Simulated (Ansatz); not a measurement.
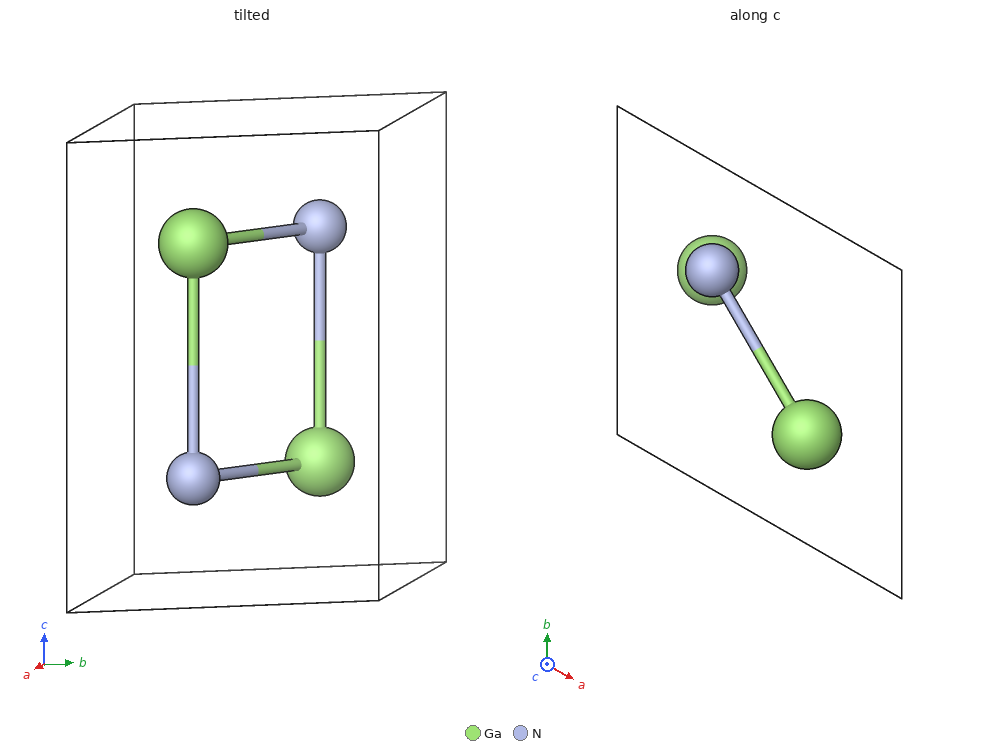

Drawn in the ball-and-stick manner and seen slightly off an axis and along the c axis. Lines trace the edges of the conventional unit cell.

GaN, space group P6_3/mmc (No. 194), a = 3.300 Å, b = 3.300 Å, c = 4.756 Å, α = 90.00°, β = 90.00°, γ = 120.00°. The model was built from a structure type filled with these elements by a generator (whether the compound takes this form wasn't checked). Earlier steps of the study may have refined or changed the cell and positions. It was run through Ansatz as a DFT input.

This one geometry was computed with Ansatz (DFT, plane waves, PAW) at six levels of theory: dielectric-dependent PBE0 (fraction 1/eps_inf of PBE), LDA, PBE0, PBE with spin-orbit coupling, r2SCAN and Hartree-Fock. It was relaxed beforehand with r2SCAN.

### Which level gives the highest pressure at this volume, and what does that say about its equilibrium volume?

Highest: PBE with spin-orbit coupling (6.3 GPa), which points to the largest equilibrium volume. Lowest, with the smallest volume: LDA (-5.3 GPa). Levels within 0.5 GPa of each other can't be told apart.

### How does the band gap change with the level of theory?

LDA: a gap of 1.45 eV, direct; PBE with spin-orbit coupling: a gap of 1.46 eV, direct; r2SCAN: a gap of 1.87 eV, direct; dielectric-dependent PBE0 (fraction 1/eps_inf of PBE): a gap of 2.61 eV, direct; PBE0: a gap of 3.35 eV, direct; Hartree-Fock: a gap of 10.17 eV, direct.

### Collect the results in a table.

| level | cutoff (eV) | k-mesh of the run's cell | gap (eV) | pressure (GPa) |
| --- | --- | --- | --- | --- |
| dielectric-dependent PBE0 (fraction 1/eps_inf of PBE) | 420 | 6×6×4 | 2.61 | 2.1 |
| LDA | 420 | 12×12×6 | 1.45 | -5.3 |
| PBE0 | 420 | 6×6×4 | 3.35 | -0.4 |
| PBE with spin-orbit coupling | 420 | 12×12×6 | 1.46 | 6.3 |
| r2SCAN | 500 | 12×12×6 | 1.87 | 0.0 |
| Hartree-Fock | 420 | 6×6×4 | 10.17 | 0.1 |

Gaps are taken on the k-mesh or band path of each run.
